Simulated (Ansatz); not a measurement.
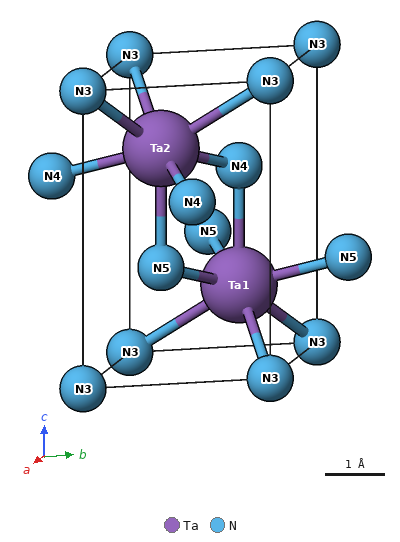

Figure 1. The structure as given in the input (ball-and-stick view of the cell of the calculation, seen slightly off an axis; bonded neighbours outside the cell are drawn too; atoms are numbered from 1 in the order of the input). Near neighbours in the crystal (not all of them lie inside the picture): Ta has 7 N at 2.00 to 2.30 Å; N has 6 Ta at 2.30 Å; N has 4 Ta at 2.00 to 2.07 Å.

# What a change does: single-point calculation on Ta₂N₃

System: Ta₂N₃ (P-3m1, 5 atoms in the cell).
Method of the first run: DFT r2SCAN, scalar-relativistic, plane waves, PAW, no spin polarisation (Ansatz 0.2.0).

The structure was built on a prototype by a generator; it need not be a known phase. Text and figures count atoms from 1; the logs count them from 0 in places.

## Input file, the first run
```yaml
crystal:
  lattice:
    - [3.3240912575, 0.0, 0.0]
    - [-1.6620456288, 2.8787474735, 0.0]
    - [0.0, 0.0, 5.1717460428]
  atoms:
    - { symbol: Ta, position: [0.3333333333, 0.6666666667, 0.245] }
    - { symbol: Ta, position: [0.6666666667, 0.3333333333, 0.755] }
    - { symbol: "N", position: [0.0, 0.0, 0.0] }
    - { symbol: "N", position: [0.3333333333, 0.6666666667, 0.645] }
    - { symbol: "N", position: [0.6666666667, 0.3333333333, 0.355] }
basis:
  ecutwfc: 500
kpoints:
  mp_grid: { grid: [6, 6, 4] }
hamiltonian:
  xc: r2scan
scf:
  occupations: { method: gaussian, width: 0.1 }
  lower_state_search: "off"
output:
  forces: true
  stress: true
  eigenvalues: true
```

Launched with:
```bash
ansatz run input.yaml --threads 1 --pin off --max-ram 2560MiB --backend cpu --events-out ev --progress --plain --runs-dir out
```

Hardware: 1 thread of Intel Xeon (Granite Rapids), 192 GiB of memory available, shared host.

## Output, shortened to warnings, some set-up lines, iterations and results (the first run)
```
Basis set: ecut = 500 eV, 1243 PW (Γ), exchange–correlation on 100×100×160 points (64 copies of the dense FFT grid, shifted against one another)
Symmetry: 12 space group operations
k-points: 24 of 144
Initial density: superposition of atomic densities (neutral atoms: chi_scale 0, normalization atom), corrected by the library's trained network
[...]
SCF iter   1: F=-21047.575288 eV  HF=-21047.457959 eV  |F-HF|=1.17e-1  |Δ(HF+E_count)|=         —  Δρ=1.46e-2  dr2=9.35e-2  dr2_τ=5.02e-1  ethr=1.77e-3  ⟨swp⟩=6.0  Hψ=2897  …
SCF iter   2: F=-21047.607555 eV  HF=-21047.621949 eV  |F-HF|=1.44e-2  |Δ(HF+E_count)|=   1.64e-1  Δρ=9.48e-3  dr2=4.06e-2  dr2_τ=1.79e-3  ethr=2.28e-4  ⟨swp⟩=2.0  Hψ=1324  …
SCF iter   3: F=-21047.613914 eV  HF=-21047.620803 eV  |F-HF|=6.89e-3  |Δ(HF+E_count)|=   1.15e-3  Δρ=4.71e-3  dr2=1.02e-2  dr2_τ=3.05e-3  ethr=9.90e-5  ⟨swp⟩=2.0  Hψ=1032  …
SCF iter   4: F=-21047.619229 eV  HF=-21047.619459 eV  |F-HF|=2.30e-4  |Δ(HF+E_count)|=   1.34e-3  Δρ=1.33e-3  dr2=8.57e-4  dr2_τ=5.97e-5  ethr=2.49e-5  ⟨swp⟩=2.2  Hψ=969  …
SCF iter   5: F=-21047.619559 eV  HF=-21047.619570 eV  |F-HF|=1.09e-5  |Δ(HF+E_count)|=   1.10e-4  Δρ=3.57e-4  dr2=7.96e-5  dr2_τ=3.76e-6  ethr=2.09e-6  ⟨swp⟩=2.2  Hψ=984  …
SCF iter   6: F=-21047.619583 eV  HF=-21047.619585 eV  |F-HF|=2.13e-6  |Δ(HF+E_count)|=   1.53e-5  Δρ=1.15e-4  dr2=6.31e-6  dr2_τ=8.03e-7  ethr=1.94e-7  ⟨swp⟩=2.0  Hψ=960  …
SCF iter   7: F=-21047.619585 eV  HF=-21047.619586 eV  |F-HF|=6.62e-7  |Δ(HF+E_count)|=   7.16e-7  Δρ=3.73e-5  dr2=9.95e-7  dr2_τ=7.48e-8  ethr=1.54e-8  ⟨swp⟩=2.0  Hψ=954  …
SCF iter   8: F=-21047.619585 eV  HF=-21047.619585 eV  |F-HF|=4.34e-8  |Δ(HF+E_count)|=   7.43e-8  Δρ=7.24e-6  dr2=7.41e-8  dr2_τ=1.16e-9  ethr=2.44e-10  ⟨swp⟩=8.0  Hψ=2937  …
SCF 1 converged in 8 iterations: F = -21047.619585 eV  dr2 = 7.41e-8
SCF converged after 8 iterations
Free energy (F): -21047.619585 eV
Harris-Foulkes:  -21047.619585 eV  (|F-HF|=4.34e-8)
Internal energy: -21047.607086 eV  (E = F + TS)
E sigma→0 (E₀):  -21047.613336 eV
Entropy (-TS):   -0.012499 eV (-2.500 meV/atom)
Fermi energy:    19.879044 eV
--- Per-component energies (eV) ---
  E_band       = -134.484734
  E_kinetic    = 1144.232205
  E_local      = -1458.465100  (includes V_loc(G=0)·N_el)
  E_nonlocal   = 167.469788
  E_hartree    = 491.199325
  E_xc         = -593.501147
  E_vxc        = -704.456446  (∫ρ·V_xc dr)
  E_paw        = -17234.571072  (= ΣΔE_a)
  E_vpaw       = -302.153769  (= ΣTr[D̂ρ^β])
  E_aug_tail   = 0.000210  (compensation charges beyond the density's cutoff)
  E_vtau       = 36.487499  (kinetic-family band-sum trace: ∫τ·v_τ [+ j·A + Jᵃ·Aᵃ] dr)
  E_ewald      = -3562.370040
  E_core_change = -1.601254  (= ΣΔE_core)
  E_smearing   = -0.012499  (= −TS)
  E_closure    = 0.000000  (closes the sum)
  Σ components = -21047.619585   (vs F -21047.619585, Δ=0.00e0)
--- Forces (eV/Å), atoms counted from 1 ---
  atom   1  Ta    -0.00000000    -0.00000000     0.15844702
  atom   2  Ta     0.00000000     0.00000000    -0.15844702
  atom   3  N      0.00000000     0.00000000     0.00000000
  atom   4  N      0.00000000    -0.00000000     0.55770822
  atom   5  N     -0.00000000     0.00000000    -0.55770822
  max |Σ_I F_I| component: 3.70e-17 eV/Å
--- Stress (GPa, compression-positive) ---
       26.548243      -0.000000       0.000000
        0.000000      26.548243      -0.000000
        0.000000      -0.000000      26.020800
  P = ⅓ Tr σ = 26.3724 GPa (263.724 kbar)
```

The input of the second run differs as follows (lines with − go, lines with + come):
```diff
-    - { symbol: Ta, position: [0.3333333333, 0.6666666667, 0.245] }
-    - { symbol: Ta, position: [0.6666666667, 0.3333333333, 0.755] }
+    - { symbol: Ta, position: [0.3333333333, 0.6666666667, 0.245], spin: 1.0 }
+    - { symbol: Ta, position: [0.6666666667, 0.3333333333, 0.755], spin: 1.0 }
+  populations: true
+magnetization:
+  spin_polarized: true
```

How does the second run compare with the first run?

The energy is the same within 0.01 meV per atom. With spin allowed, the absolute moment of the cell comes to 0.00 μB. The SCF takes 21 iterations against 8. On the same kind of shared host the second run took about 4 times as long. The two runs start from different initial densities, which also moves the count.

## Output, shortened to warnings, some set-up lines, iterations and results (the second run)
```
WARN: the starting moments were not kept: the SCF closed with an absolute magnetisation of 3.7e-5 μB, where they sum to 2 μB in size (2 sites). That is at most 0.1 of that sum. Measured as dr2_m measures the in/out step, that magnetisation stands 1.4e-10 eV from none, at or under the dr2_threshold of 1.0e-7 eV: it is no larger than a step whose dr2_m would equal this threshold. The system may …
Basis set: ecut = 500 eV, 1243 PW (Γ), exchange–correlation on 100×100×160 points (64 copies of the dense FFT grid, shifted against one another)
Symmetry: 12 space group operations
k-points: 24 of 144
Initial density: superposition of atomic densities (chi_scale 0.1, normalization cell, long waves kept (reshape's long-wave potential 0.02 eV rms))
[...]
SCF iter   1: F=-21043.544214 eV  HF=-21048.423989 eV  |F-HF|=4.88e0  |Δ(HF+E_count)|=         —  Δρ=7.05e-2 (↑7.05e-2 ↓6.70e-2)  dr2=7.99e0  dr2_τ=3.99e-1  dr2_m=4.87e-1  …
SCF iter   2: F=-21046.439656 eV  HF=-21047.605157 eV  |F-HF|=1.17e0  |Δ(HF+E_count)|=   8.19e-1  Δρ=4.28e-2 (↑4.28e-2 ↓4.28e-2)  dr2=2.69e0  dr2_τ=3.73e-2  dr2_m=2.43e-1  …
SCF iter   3: F=-21047.567341 eV  HF=-21047.412085 eV  |F-HF|=1.55e-1  |Δ(HF+E_count)|=   1.93e-1  Δρ=2.65e-2 (↑2.01e-2 ↓2.65e-2)  dr2=3.02e-1  dr2_τ=3.41e-2  dr2_m=1.25e-1  …
SCF iter   4: F=-21047.571539 eV  HF=-21047.562861 eV  |F-HF|=8.68e-3  |Δ(HF+E_count)|=   1.51e-1  Δρ=1.37e-2 (↑1.36e-2 ↓1.37e-2)  dr2=8.88e-2  dr2_τ=2.56e-3  dr2_m=6.88e-2  …
SCF iter   5: F=-21047.592256 eV  HF=-21047.579543 eV  |F-HF|=1.27e-2  |Δ(HF+E_count)|=   1.67e-2  Δρ=1.03e-2 (↑9.67e-3 ↓1.03e-2)  dr2=2.59e-2  dr2_τ=1.85e-3  dr2_m=3.84e-2  …
[... 12 lines ...]
SCF iter  18: F=-21047.619585 eV  HF=-21047.619585 eV  |F-HF|=2.66e-8  |Δ(HF+E_count)|=   2.53e-8  Δρ=2.84e-6 (↑2.84e-6 ↓2.55e-6)  dr2=8.24e-9  dr2_τ=1.81e-10  dr2_m=2.71e-10 …
SCF iter  19: F=-21047.619585 eV  HF=-21047.619585 eV  |F-HF|=3.99e-8  |Δ(HF+E_count)|=   1.30e-8  Δρ=1.87e-6 (↑1.87e-6 ↓1.48e-6)  dr2=2.02e-9  dr2_τ=8.94e-11  dr2_m=3.96e-10 …
SCF iter  20: F=-21047.619585 eV  HF=-21047.619585 eV  |F-HF|=4.73e-9  |Δ(HF+E_count)|=   3.76e-8  Δρ=8.98e-7 (↑8.98e-7 ↓6.69e-7)  dr2=4.65e-10  dr2_τ=1.08e-11  …
SCF iter  21: F=-21047.619585 eV  HF=-21047.619585 eV  |F-HF|=5.82e-10  |Δ(HF+E_count)|=   4.46e-9  Δρ=3.65e-7 (↑3.25e-7 ↓3.65e-7)  dr2=7.53e-11  dr2_τ=3.88e-12  …
SCF 1 converged in 21 iterations: F = -21047.619585 eV  dr2 = 7.53e-11
this state was not tested for a lower state beside it, because the mixer in use, unlike msr1, does not test its closes by its own steps (another_mixer; see scf.mixing.algorithm and scf.lower_state_search)
SCF converged after 21 iterations
Magnetization: 0.0000 μB (20.5000 up, 20.5000 down)
Absolute magnetization: 0.0000 μB (∫|ρ↑−ρ↓|, with the PAW one-centre terms)
Spin contamination: 0.0000 ħ² per cell (⟨S²⟩ above its minimum at these occupations)
Per-site moments (μB) at R_I (Å): [(6.325973626626045e-6, 0.8257042917303845), (6.325973626621812e-6, 0.8257042917303845), (-1.4196258538451714e-6, 0.9486316527540433), (1.8021600486107345e-6, 0.8257042917303845), (1.8021600486482523e-6, 0.8257042917303845)]
Free energy (F): -21047.619585 eV
Harris-Foulkes:  -21047.619585 eV  (|F-HF|=5.82e-10)
Internal energy: -21047.607084 eV  (E = F + TS)
E sigma→0 (E₀):  -21047.613335 eV
Entropy (-TS):   -0.012501 eV (-2.500 meV/atom)
Fermi energy:    19.879001 eV
--- Per-component energies (eV) ---
  E_band       = -134.486612
  E_kinetic    = 1144.232784
  E_local      = -1458.466013  (includes V_loc(G=0)·N_el)
  E_nonlocal   = 167.469919
  E_hartree    = 491.199769
  E_xc         = -593.501265
  E_vxc        = -704.456630  (∫ρ·V_xc dr)
  E_paw        = -17234.571194  (= ΣΔE_a)
  E_vpaw       = -302.153974  (= ΣTr[D̂ρ^β])
  E_aug_tail   = 0.000210  (compensation charges beyond the density's cutoff)
  E_vtau       = 36.487528  (kinetic-family band-sum trace: ∫τ·v_τ [+ j·A + Jᵃ·Aᵃ] dr)
  E_ewald      = -3562.370040
  E_core_change = -1.601254  (= ΣΔE_core)
  E_smearing   = -0.012501  (= −TS)
  E_closure    = 0.000000  (closes the sum)
  Σ components = -21047.619585   (vs F -21047.619585, Δ=0.00e0)
--- Forces (eV/Å), atoms counted from 1 ---
  atom   1  Ta    -0.00000000    -0.00000000     0.15810701
  atom   2  Ta     0.00000000     0.00000000    -0.15810701
  atom   3  N      0.00000000    -0.00000000     0.00000000
  atom   4  N     -0.00000000    -0.00000000     0.55778639
  atom   5  N      0.00000000     0.00000000    -0.55778639
  max |Σ_I F_I| component: 2.31e-17 eV/Å
--- Stress (GPa, compression-positive) ---
       26.548088       0.000000       0.000000
        0.000000      26.548088      -0.000000
        0.000000      -0.000000      26.020667
  P = ⅓ Tr σ = 26.3723 GPa (263.723 kbar)
--- Löwdin populations: 5 sites ---
  site symbol       q [e]    m [muB]
     0     Ta     11.7595     0.0000
     1     Ta     11.7595     0.0000
     2      N      5.8885    -0.0000
     3      N      5.7138     0.0000
     4      N      5.7138     0.0000
  spilling = 0.004022 (of n_electrons = 41.000000)
```

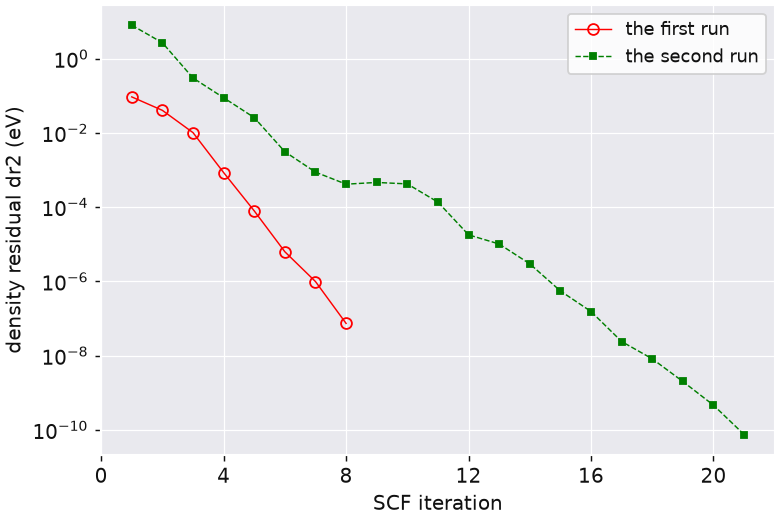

Figure 2. Convergence of the two runs: density residual dr2 against the SCF iteration. The first run takes 8 iterations in all, and the second run takes 21.

## The two runs side by side

| quantity | the first run | the second run |
| --- | --- | --- |
| outcome | converged | converged |
| free energy per atom (eV) | −4209.5239 | −4209.5239 |
| energy per atom, smearing taken to zero (eV) | −4209.5227 | −4209.5227 |
| gap on the mesh (eV) | 0.00 | 0.00 |
| pressure (GPa) | 26.37 | 26.37 |
| largest force (eV/Å) | 0.558 | 0.558 |
| SCF iterations | 8 | 21 |
| irreducible k-points | 24 | 24 |
| plane waves at Γ | 1243 | 1243 |
| net moment of the cell (μB) | – | 0.00 |
| absolute moment of the cell (μB) | – | 0.00 |
| wall time (shared host) | 2.8 s | 11 s |

For both runs: Spin–orbit coupling is left out, which matters for Ta. The cell is under a pressure of 26 GPa at this level, so it is not at its equilibrium volume. For the first run: The cell holds an odd number of electrons but the run has no spin polarisation, so it comes out as a metal. For the second run: The electronic state found may not be the lowest one. Warnings: some starting moments were not kept; the state was not tested for a lower one.
